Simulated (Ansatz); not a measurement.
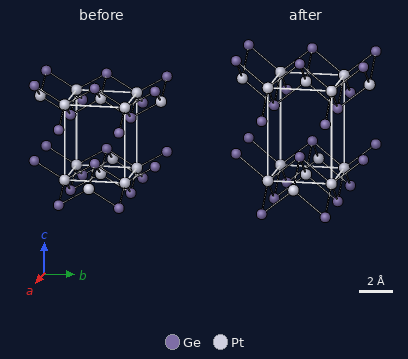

The structure of solid GePt (built on the litharge_129 type) (coarse preliminary run) before (left) and after (right) a relaxation, at one scale.

Style: ball-and-stick. Shown: the cell of the calculation, slightly off an axis.

Case: litharge type (P4/nmm, No. 129).

Method: DFT PBE, scalar-relativistic, plane waves, PAW in Ansatz. (plane-wave cutoff 420 eV; k-point mesh 6 × 6 × 4; occupations gaussian; smearing width 0.1 eV; no spin polarisation; cell and atoms relaxed; force threshold 0.04 eV/Å; at most 70 steps)

Q: Summarise the run.

A: Over 9 accepted moves (11 points after the start) the energy falls by 1794 meV per atom. Largest force component: 13 eV/Å at the start, 0.0079 eV/Å at the end. The pressure goes from 94.09 to 0.16 GPa. At 2 points the geometry stayed and the basis and grid were re-selected for the new cell (energy shift of 7.0 meV per atom at most each time). The largest moves relative to the cell, 0.23 Å, are those of Ge atoms. Pt stays in place. The volume changes by +37.2 %, with a = b 3.738 → 3.940 Å (+5.4 %), c 4.723 → 5.831 Å (+23.5 %). Near-neighbour distances that change, for instance: Ge–Pt 2.174 → 2.538 Å, Pt–Pt 2.643 → 2.786 Å. Among the angles between lasting bonds that change: Pt–Ge–Pt 118.6° → 101.8°, Ge–Pt–Ge 118.6° → 101.8°, Ge–Pt–Ge 105.1° → 113.4°. The space group stays P4/nmm (No. 129). The run took 36 s on 1 thread of Intel(R) Xeon(R) 6975P-C (Granite Rapids) (shared host), peak memory 0.46 GiB.
